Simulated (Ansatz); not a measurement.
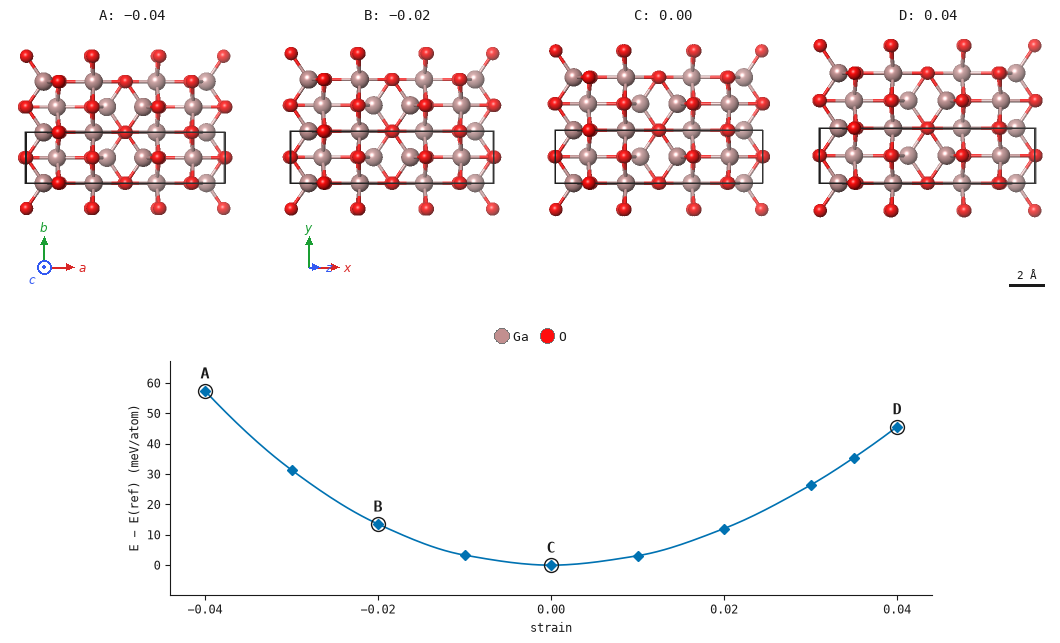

A scan of crystalline Ga$_{2}$O$_{3}$ (C2/m): the cell is strained equally along x and y, with the atoms kept at their fractional coordinates. x, y and z are the Cartesian axes of the input. The lettered frames are marked on the plot. Style: ball-and-stick. Shown: the conventional cell (2 times the calculation's cell), repeated 1 × 2 × 1 with one cell outlined, along the c axis. Lengths and directions refer to the drawn axes.

Method: DFT PBE, scalar-relativistic, plane waves, PAW (Ansatz 0.2.0). Set-up: plane-wave cutoff 420 eV; k-point mesh 10 × 10 × 6; occupations gaussian; smearing width 0.05 eV; no spin polarisation. Energies (free energies at the smearing named) are counted from the relaxed crystal.

**What does the scan show?**

Of the computed points the lowest is at the strain 0.00, 0.0 meV/atom. At the ends of the scan the energy is 57.4 meV/atom (−0.04) and 45.6 meV/atom (0.04). The curvature at zero strain, (1/V) d²E/dε², is about 940 GPa; it is C₁₁ + C₂₂ + 2C₁₂ with clamped ions. The distortion keeps the space group C2/m. At the strain −0.04 the cell of the drawing goes a 12.455 → 11.957 Å, b 3.084 → 2.960 Å, c 5.878 → 5.864 Å, β 103.7° → 103.2°.
